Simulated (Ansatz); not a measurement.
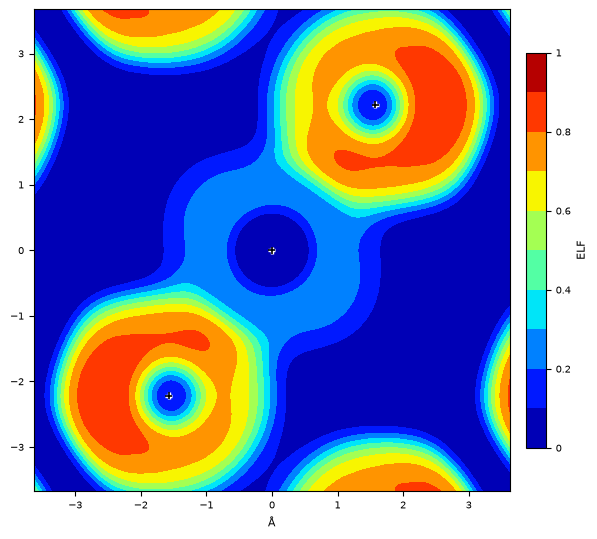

The ELF on a plane through atoms (crosses mark nuclei in the plane).

Theory: Ansatz, DFT r2SCAN, scalar-relativistic, plane waves, PAW.

Candidates:
A. SnSe2, a = 3.84 Å, b = 3.84 Å, c = 6.56 Å, α = 90.00°, β = 90.00°, γ = 120.00°. Space group P-3m1.
B. Ti3O2, a = 5.10 Å, b = 5.10 Å, c = 14.86 Å, α = 90.00°, β = 90.00°, γ = 120.00°. Space group R-3c; a structure from a database of computed crystals, not necessarily the ambient phase; computed without spin polarisation.

> Which candidate gave the map?

Candidate A: SnSe2 on the (110) plane of the conventional cell, which holds Sn and Se. Sn–Se (2.72 Å): the ELF is about 0.65 at the midpoint.
